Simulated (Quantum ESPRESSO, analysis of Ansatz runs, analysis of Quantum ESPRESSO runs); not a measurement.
## Substitutional P in diamond: charge-transition level against experiment (Quantum ESPRESSO)

Aim: the charge-transition level of substitutional P in diamond, to be set beside the measurement. Set-up: PBE, GBRV 1.5 PBE, cutoffs x 0.85, 64-site cell, PBE lattice, k: the zone centre alone then 2x2x2 shifted, dielectric constants 5.7 and 5.7 (handbook). The model is a cell of 64 host atoms with 1 C taken out and 1 P put in. The level is the Fermi energy at which two charge states have equal formation energy, after a correction for the images of the charge. This set-up takes another basis size than the usual one.

**The experiment.** (+1/0) level below the conduction-band bottom: 0.6 eV, by known donor activation energy used as empirical marker; method not stated in the paper (quoted in “Hunting the elusive shallow n-type donor – An ab initio study of Li and N co-doped diamond”, 2021, S. Conejeros et al., quoting earlier work (2000)). (+1/0) level below the conduction-band bottom: 0.62 eV, by donor ionization energy (cited; method not stated) (quoted in “Phosphorescence and donor-acceptor pair recombination in laboratory-grown diamonds”, 2023, Jiahui Zhao et al., quoting earlier work (2013)).

Calculated with Quantum ESPRESSO 7.5; Quantum ESPRESSO plane-wave DFT, PBE, GBRV 1.5 PBE potentials; relaxation of all atoms of a defect supercell.

## Step 1: The structure

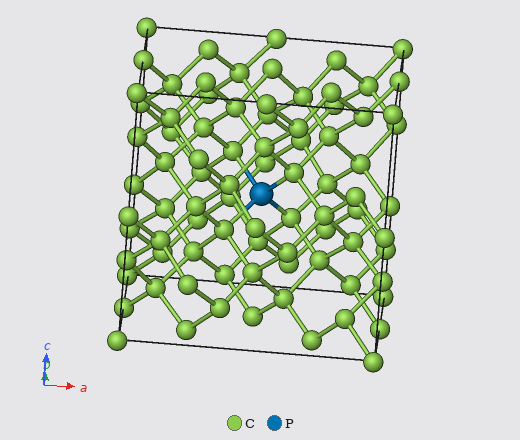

The cell as given, slightly off an axis (carbon green, phosphorus blue). Bonds to atoms that aren't drawn are left out. Some periodic images of atoms are drawn too.

The cell holds 64 atoms: 63 C and 1 P. Cell: a = 7.141 Å, b = 7.141 Å, c = 7.141 Å, α = 90.0°, β = 90.0°, γ = 90.0°. It derives from C (space group Fd-3m). Nearest the centre at fractional (0.375, 0.375, 0.375): P8 at 0.05 Å, C42 at 1.52 Å, C49 at 1.52 Å, C4 at 1.56 Å, C27 at 1.59 Å, C14 at 2.48 Å, C38 at 2.49 Å, C53 at 2.49 Å. The cell carries charge +1.

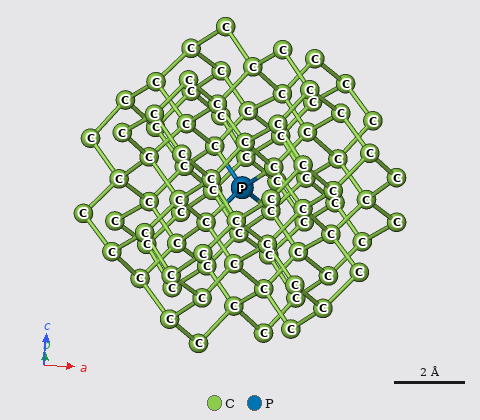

The atoms within 5 Å of the centre.

The host's primitive cell comes from a first run (Quantum ESPRESSO plane-wave DFT, PBE, GBRV 1.5 PBE potentials; relaxation of cell and atoms of a defect-free cell): vectors of 2.525, 2.525 and 2.525 Å. That is 5.69 Å³ an atom, 0.3 % over the diffraction cell's volume. The supercell is built on it.

## Step 2: Relaxation, charge +1

Every later number rests on the structure around the defect, so the atoms are relaxed at the host's lattice first.

Contents of pw.in:

```
&CONTROL
  calculation = 'relax'
  prefix = 'pwscf'
  outdir = './tmp'
  pseudo_dir = './pseudo'
  tprnfor = .true.
  disk_io = 'low'
  nstep = 70
  forc_conv_thr = 0.00078
  etot_conv_thr = 0.0001
/
&SYSTEM
  ibrav = 0
  nat = 64
  ntyp = 2
  ecutwfc = 38
  ecutrho = 306
  nbnd = 132
  occupations = 'smearing'
  smearing = 'fd'
  degauss = 0.00073499
  tot_charge = 1
  nosym = .true.
/
&ELECTRONS
  conv_thr = 6d-08
  electron_maxstep = 100
  mixing_beta = 0.5
/
&IONS
  ion_dynamics = 'bfgs'
/
ATOMIC_SPECIES
C     12.0110 c_pbe_v1.2.uspp.F.UPF
P     30.9738 p_pbe_v1.5.uspp.F.UPF
CELL_PARAMETERS angstrom
   7.1413542048    0.0000000000    0.0000000000
   0.0000000000    7.1413542048    0.0000000000
   0.0000000000    0.0000000000    7.1413542048
ATOMIC_POSITIONS crystal
C      0.0044652213    0.0048371578    0.2523841832
C     -0.0038865473    0.2521050617   -0.0054299256
C      0.2560638610    0.0029595949    0.0018684257
C      0.2432238634    0.2511043321    0.2513729712
C      0.1298886615    0.1232023970    0.3703212994
C      0.1297751082    0.3768661517    0.1202317250
C      0.3697123630    0.1280661056    0.1215852500
P      0.3754387746    0.3816365000    0.3728125423
C      0.0064836019   -0.0026170845    0.7496333913
C     -0.0060916158    0.2497993275    0.5034456602
C      0.2552552585    0.0044004012    0.4985719405
C      0.2517453405    0.2436197037    0.7477051726
C      0.1299599569    0.1243777690    0.8700977268
C      0.1309648201    0.3754610116    0.6213628285
C      0.3772723090    0.1307862393    0.6282212844
C      0.3794093070    0.3780898441    0.8794756567
C      0.0038021211    0.4948532464    0.2528417300
C      0.0030880459    0.7493633936    0.0062513464
C      0.2552680323    0.5023556785    0.0039647499
C      0.2502288501    0.7446870090    0.2545541609
C      0.1314399637    0.6275400060    0.3760468350
C      0.1269941258    0.8745765130    0.1183018848
C      0.3719003925    0.6247351163    0.1187276084
C      0.3714946872    0.8755172201    0.3689613005
C     -0.0068193387    0.4999205040    0.7515845903
C      0.0012649816    0.7536659862    0.4941706781
C      0.2490089521    0.5062971749    0.5028955205
C      0.2462860556    0.7558551599    0.7509717747
C      0.1211163561    0.6244944465    0.8691963501
C      0.1308975043    0.8713435247    0.6259328767
C      0.3708608314    0.6223919919    0.6300086130
C      0.3774654777    0.8763140837    0.8685800911
C      0.5014023130   -0.0068250484    0.2493123522
C      0.4960608405    0.2519967196   -0.0054329329
C      0.7444497194    0.0042674942   -0.0000592045
C      0.7482886527    0.2540437980    0.2445465960
C      0.6307591977    0.1212343597    0.3762931443
C      0.6212794136    0.3706207387    0.1289999918
C      0.8771533055    0.1219465688    0.1309211874
C      0.8780797829    0.3736848420    0.3688513478
C      0.5054424573   -0.0042490406    0.7511601463
C      0.4972998595    0.2562085523    0.5017843056
C      0.7484151923    0.0016081750    0.4933725733
C      0.7495076769    0.2569753349    0.7496493614
C      0.6202153048    0.1207159652    0.8722117452
C      0.6196853016    0.3731222399    0.6291531464
C      0.8809824496    0.1242679260    0.6285630031
C      0.8770840275    0.3684866709    0.8734986670
C      0.4956111469    0.5028791361    0.2546334836
C      0.4958933255    0.7483490307    0.0054249564
C      0.7475039472    0.4973555570    0.0059830818
C      0.7458252832    0.7517390216    0.2446550800
C      0.6235212152    0.6188243242    0.3720512968
C      0.6267163763    0.8684242664    0.1233164303
C      0.8701565679    0.6300028154    0.1242694996
C      0.8760125300    0.8807056333    0.3710704761
C      0.5048270585    0.4968756070    0.7460052157
C      0.5059126269    0.7519546815    0.5032001078
C      0.7482922260    0.4950912673    0.4953086806
C      0.7502709543    0.7494120967    0.7430285166
C      0.6212194408    0.6235625679    0.8692849507
C      0.6216633046    0.8688654780    0.6244952917
C      0.8741096170    0.6241099212    0.6318873511
C      0.8701849222    0.8721462567    0.8707938377
K_POINTS gamma
```

The run is started by

```bash
$ OMP_NUM_THREADS=1 mpirun -n 4 pw.x -in pw.in > pw.out
```

What it wrote:

```text
This program is part of the open-source Quantum ESPRESSO suite
     for quantum simulation of materials; please cite
         "P. Giannozzi et al., J. Phys.:Condens. Matter 21 395502 (2009);
         "P. Giannozzi et al., J. Phys.:Condens. Matter 29 465901 (2017);
         "P. Giannozzi et al., J. Chem. Phys. 152 154105 (2020);
          URL
     in publications or presentations arising from this work. More details at

     gamma-point specific algorithms are used

     Subspace diagonalization in iterative solution of the eigenvalue problem:
     a serial algorithm will be used

     --------------------
     sticks:   dense  smooth     PW     G-vecs:    dense   smooth      PW
     Min        1106     553    138                55510    19501    2442
     Max        1108     556    139                55516    19506    2445
     Sum        4429    2217    553               222055    78013    9771

     Using Slab Decomposition

     bravais-lattice index     =            0
     lattice parameter (alat)  =      13.4952  a.u.
     unit-cell volume          =    2457.7535 (a.u.)^3
     number of atoms/cell      =           64
     number of atomic types    =            2
     number of electrons       =       256.00
     number of Kohn-Sham states=          132
     kinetic-energy cutoff     =      38.0000  Ry
     charge density cutoff     =     306.0000  Ry
     scf convergence threshold =      6.0E-08
     mixing beta               =       0.5000
     number of iterations used =            8  plain     mixing
     energy convergence thresh.=      1.0E-04
     force convergence thresh. =      7.8E-04
     Exchange-correlation=  SLA  PW   PBX  PBC
                           (   1   4   3   4   0   0   0)
     nstep                     =           70

     celldm(1)=  13.495204  celldm(2)=   0.000000  celldm(3)=   0.000000
     celldm(4)=   0.000000  celldm(5)=   0.000000  celldm(6)=   0.000000

     crystal axes: (cart. coord. in units of alat)
               a(1) = (   1.000000   0.000000   0.000000 )
               a(2) = (   0.000000   1.000000   0.000000 )
               a(3) = (   0.000000   0.000000   1.000000 )

     reciprocal axes: (cart. coord. in units 2 pi/alat)
               b(1) = (  1.000000  0.000000  0.000000 )
               b(2) = (  0.000000  1.000000  0.000000 )
               b(3) = (  0.000000  0.000000  1.000000 )

     PseudoPot. # 1 for C  read from file:
     c_pbe_v1.2.uspp.F.UPF
     Pseudo is Ultrasoft + core correction, Zval =  4.0
     Generated by new atomic code, or converted to UPF format
     Using radial grid of  721 points,  4 beta functions with:
                l(1) =   0
                l(2) =   0
                l(3) =   1
                l(4) =   1
     Q(r) pseudized with  8 coefficients,  rinner =    1.100   1.100   1.100

     PseudoPot. # 2 for P  read from file:
     p_pbe_v1.5.uspp.F.UPF
     Pseudo is Ultrasoft + core correction, Zval =  5.0
     Generated by new atomic code, or converted to UPF format
     Using radial grid of  903 points,  6 beta functions with:
                l(1) =   0
                l(2) =   0
                l(3) =   1
                l(4) =   1
                l(5) =   2
                l(6) =   2
     Q(r) pseudized with  8 coefficients,  rinner =    1.300   1.300   1.300
                                                       1.300   1.300

     atomic species   valence    mass     pseudopotential
     C                 4.00    12.01100     C ( 1.00)
     P                 5.00    30.97380     P ( 1.00)

     No symmetry found

   Cartesian axes

     site n.     atom                  positions (alat units)
         1        C      tau(   1) = (   0.0044652   0.0048372   0.2523842  )
         2        C      tau(   2) = (  -0.0038865   0.2521051  -0.0054299  )
         3        C      tau(   3) = (   0.2560639   0.0029596   0.0018684  )
         4        C      tau(   4) = (   0.2432239   0.2511043   0.2513730  )
         5        C      tau(   5) = (   0.1298887   0.1232024   0.3703213  )
         6        C      tau(   6) = (   0.1297751   0.3768662   0.1202317  )
         7        C      tau(   7) = (   0.3697124   0.1280661   0.1215853  )
         8        P      tau(   8) = (   0.3754388   0.3816365   0.3728125  )
         9        C      tau(   9) = (   0.0064836  -0.0026171   0.7496334  )
        10        C      tau(  10) = (  -0.0060916   0.2497993   0.5034457  )
        11        C      tau(  11) = (   0.2552553   0.0044004   0.4985719  )
[...]
60        C      tau(  60) = (   0.7502710   0.7494121   0.7430285  )
        61        C      tau(  61) = (   0.6212194   0.6235626   0.8692850  )
        62        C      tau(  62) = (   0.6216633   0.8688655   0.6244953  )
        63        C      tau(  63) = (   0.8741096   0.6241099   0.6318874  )
        64        C      tau(  64) = (   0.8701849   0.8721463   0.8707938  )

     number of k points=     1  Fermi-Dirac smearing, width (Ry)=  0.0007
                       cart. coord. in units 2pi/alat
        k(    1) = (   0.0000000   0.0000000   0.0000000), wk =   2.0000000

     Dense  grid:   111028 G-vectors     FFT dimensions: (  75,  75,  75)

[...]
C                0.1245819251        0.1247670643        0.3770261348
C                0.1235636930        0.3766113130        0.1215148939
C                0.3756168872        0.1259261225        0.1239326594
P                0.3646005255        0.3724693586        0.3790268382
C                0.0030527844       -0.0028167953        0.7496120333
C                0.0009602842        0.2495569619        0.4988311732
[...]
NEW-OLD atomic charge density approx. for the potential

     Self-consistent Calculation

[... 43 further cycles ...]
[...]
total energy              =    -739.15432314 Ry
[...]
total energy              =    -739.15432324 Ry
[...]
total energy              =    -739.15432325 Ry
[...]
End of self-consistent calculation

          k = 0.0000 0.0000 0.0000 (  4886 PWs)   bands (ev):

[...]
17.5010  17.5019  17.5033  17.9092

     the Fermi energy is    14.7538 ev

!    total energy              =    -739.15432325 Ry
[...]
smearing contrib. (-TS)   =       0.00000000 Ry
     internal energy E=F+TS    =    -739.15432325 Ry

     The total energy is F=E-TS. E is the sum of the following terms:
     one-electron contribution =     260.26908417 Ry
     hartree contribution      =      62.97356001 Ry
     xc contribution           =    -238.25987262 Ry
     ewald contribution        =    -824.13709481 Ry

     convergence has been achieved in   6 iterations

     Forces acting on atoms (cartesian axes, Ry/au):

[...]
Total force =     0.003748     Total SCF correction =     0.000029
     Energy error            =      5.5E-05 Ry
     Gradient error          =      9.0E-04 Ry/Bohr

     number of scf cycles    =   8
     number of bfgs steps    =   7

     energy             old  =    -739.1542683815 Ry
     energy             new  =    -739.1543232497 Ry

     CASE: energy            _new < energy            _old

     new trust radius        =       0.0016524348 bohr
     new conv_thr            =       0.0000000006 Ry

ATOMIC_POSITIONS (crystal)
[...]
NEW-OLD atomic charge density approx. for the potential

     Self-consistent Calculation

[...]
Threshold (ethr) on eigenvalues was too large:
     Diagonalizing with lowered threshold

[...]
total energy              =    -739.15433466 Ry
[...]
iteration #  2     ecut=    38.00 Ry     beta= 0.50
     Davidson diagonalization with overlap
     ethr =  1.71E-09,  avg # of iterations =  2.0

     total energy              =    -739.15433512 Ry
     estimated scf accuracy    <       0.00000081 Ry

     iteration #  3     ecut=    38.00 Ry     beta= 0.50
     Davidson diagonalization with overlap
     ethr =  3.18E-10,  avg # of iterations =  2.0

     total energy              =    -739.15433526 Ry
     estimated scf accuracy    <       0.00000018 Ry

     iteration #  4     ecut=    38.00 Ry     beta= 0.50
     Davidson diagonalization with overlap
     ethr =  6.89E-11,  avg # of iterations =  2.0

     total energy              =    -739.15433528 Ry
     estimated scf accuracy    <       0.00000001 Ry

     iteration #  5     ecut=    38.00 Ry     beta= 0.50
     Davidson diagonalization with overlap
     ethr =  4.89E-12,  avg # of iterations =  4.0

     total energy              =    -739.15433528 Ry
     estimated scf accuracy    <          2.0E-09 Ry

     iteration #  6     ecut=    38.00 Ry     beta= 0.50
     Davidson diagonalization with overlap
     ethr =  7.82E-13,  avg # of iterations =  2.0

     End of self-consistent calculation

          k = 0.0000 0.0000 0.0000 (  4886 PWs)   bands (ev):

[...]
8.9744   8.9748   9.0729   9.0731   9.2999   9.3913   9.3915   9.3917
     9.4009   9.4010   9.4010   9.5043   9.5045   9.5046   9.6053   9.6054
     9.6056  10.5358  10.5360  10.5361  10.5405  10.5407  10.5903  10.5906
    10.5908  10.6331  10.7178  10.7180  10.7181  10.7247  10.7248  10.8248
    10.8250  10.8251  10.9395  10.9398  10.9405  13.6137  13.6141  13.6143
    17.5006  17.5013  17.5018  17.9081

     the Fermi energy is    14.7527 ev

!    total energy              =    -739.15433528 Ry
     estimated scf accuracy    <          1.3E-10 Ry
     smearing contrib. (-TS)   =       0.00000000 Ry
     internal energy E=F+TS    =    -739.15433528 Ry

     The total energy is F=E-TS. E is the sum of the following terms:
     one-electron contribution =     260.28015549 Ry
     hartree contribution      =      62.96740501 Ry
     xc contribution           =    -238.26001022 Ry
     ewald contribution        =    -824.14188556 Ry

     convergence has been achieved in   6 iterations

     Forces acting on atoms (cartesian axes, Ry/au):

[...]
atom   60 type  1   force =    -0.00011416   -0.00001714   -0.00017706
     atom   61 type  1   force =     0.00017409   -0.00003909    0.00004183
     atom   62 type  1   force =     0.00010783   -0.00006764   -0.00009649
     atom   63 type  1   force =    -0.00007383    0.00004980   -0.00002202
     atom   64 type  1   force =    -0.00013858   -0.00001017    0.00007291

     Total force =     0.001698     Total SCF correction =     0.000024
     Energy error            =      1.2E-05 Ry
     Gradient error          =      2.8E-04 Ry/Bohr

     bfgs converged in   9 scf cycles and   8 bfgs steps
     (criteria: energy <  1.0E-04 Ry, force <  7.8E-04 Ry/Bohr)

     End of BFGS Geometry Optimization

     Final energy             =    -739.1543352821 Ry

     File ./tmp/pwscf.bfgs deleted, as requested
Begin final coordinates

ATOMIC_POSITIONS (crystal)
[...]
C                0.7501498259        0.7499674582        0.7493328699
C                0.6254949131        0.6253589982        0.8739904025
C                0.6255192488        0.8746606006        0.6247240497
C                0.8748272075        0.6253480114        0.6247090806
C                0.8751544248        0.8749410152        0.8742773810
End final coordinates

=------------------------------------------------------------------------------=
   JOB DONE.
=------------------------------------------------------------------------------=
```

Wall time 100 s (4 MPI ranks of Arm Neoverse N1, shared host); peak memory 0.75 GiB.

Relaxation path:

| step | energy less that of the first step (eV) |
| --- | --- |
| 0 | 0.0000 |
| 1 | -5.6539 |
| 2 | -6.8680 |
| 3 | -6.9862 |
| 4 | -7.0096 |
| 5 | -7.0167 |
| 6 | -7.0190 |
| 7 | -7.0197 |
| 8 | -7.0199 |

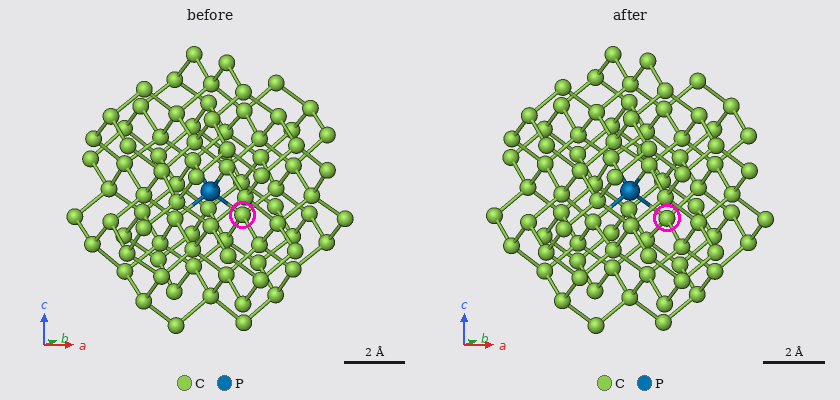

Before and after: the atoms that start within 5 Å of the centre. C49, which moves most, is ringed if it is among them.

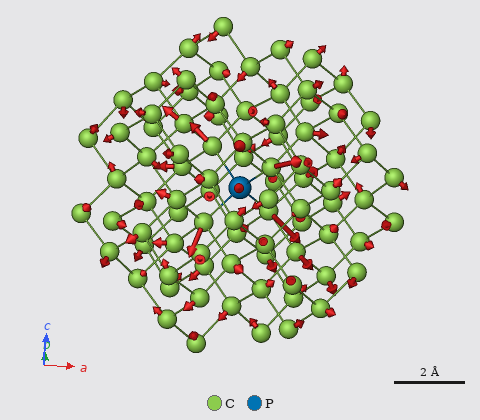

Displacements in the relaxation near the centre, exaggerated; the longest in the cell stands for 0.19 Å.

The atoms that moved most (Å):

| atom | dx | dy | dz | length |
| --- | --- | --- | --- | --- |
| C49 | 0.119 | 0.066 | -0.125 | 0.185 |
| C42 | 0.108 | -0.132 | 0.069 | 0.184 |
| C4 | -0.038 | -0.095 | -0.102 | 0.144 |
| C27 | -0.079 | 0.042 | 0.061 | 0.108 |
| C38 | 0.056 | 0.034 | -0.062 | 0.090 |
| C14 | -0.070 | -0.001 | 0.049 | 0.086 |
| C53 | 0.040 | 0.072 | 0.013 | 0.083 |
| C21 | -0.073 | 0.010 | -0.009 | 0.075 |

Neighbours of P8 at the end:

| atom | distance (Å) |
| --- | --- |
| C27 | 1.697 |
| C4 | 1.697 |
| C42 | 1.697 |
| C49 | 1.697 |
| C15 | 2.565 |
| C7 | 2.565 |
| C38 | 2.565 |
| C46 | 2.565 |
| C21 | 2.565 |
| C14 | 2.565 |
| C53 | 2.565 |
| C5 | 2.565 |
| C6 | 2.565 |
| C31 | 2.565 |
| C23 | 2.565 |
| C37 | 2.565 |

From the first step to the last the energy fell by 7.020 eV, and the largest move was 0.19 Å (C49 and 1 other atom alike). Judged within 0.08 Å, the space group went from P1 to P-43m.

(Continued in part 2 of 4.)

[Logs are printed without paths, hosts, clocks, repeated set-up lines and the standing remarks that a program may print on its own settings, such as how far it seeks lower states.]

[Hosts, paths, dates, database ids (printed as entryN), source tags and the programs' standing remarks are cut or masked in the printed files.]

[For some hosts the program warned that the k-mesh of the response run may be too coarse for force constants and the static dielectric constant; such warnings are not shown here.]
